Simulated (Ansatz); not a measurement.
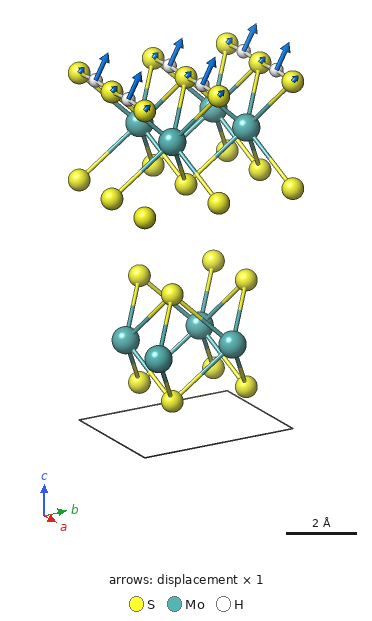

A constrained relaxation of a slab of composition Mo₂HS₄ (cut from the R3m phase). The starting structure is drawn; blue arrows show the displacements, at their true length.

A ball-and-stick model of the 2 × 2 repeat of the cell, outlined in the plane, without the vacuum, seen slightly off an axis.

Case: H put at a bridge S-S site. The slab is the (0 0 1) face of MoS2 with H on it. 3 atoms are held fixed.

Method: DFT PBE+D3(BJ), scalar-relativistic, plane waves, PAW in Ansatz. (plane-wave cutoff 420 eV; k-point mesh 9 × 9 × 1; occupations gaussian; smearing width 0.05 eV; collinear spin; dipole correction; atoms relaxed in a fixed cell; force threshold 0.03 eV/Å; at most 70 steps)

### What did the optimiser do to the structure, and how much energy did it gain?

Over 9 accepted moves (11 points after the start) the energy falls by 0.598 eV per cell of the calculation. Largest force component: 2.1 eV/Å at the start, 0.0069 eV/Å at the end. The line search rejected the trial step at point 5 of the run. 1 step only repeated the SCF at the same geometry. The atom that moves furthest is the H atom (0.90 Å at 26° to the normal (+c side)). By element the largest moves are H 0.90 Å, S 0.24 Å, Mo 0.04 Å. The lattice vectors keep their values. Among the contacts that change: Mo–S 2.403 → 2.577 Å, H–S 1.578 → 1.736 Å, Mo–S 2.403 → 2.439 Å, Mo–S 2.401 → 2.376 Å. Bond angles that change, for instance: S–H–S 175.6° → 130.4°, H–S–H 175.6° → 130.4°, Mo–S–H 132.9° → 151.5°. The program noted that the starting moments weren't kept.

Limits of the set-up: the periodic images lie only 3.2 Å apart, so the values are limited by the cell's size.
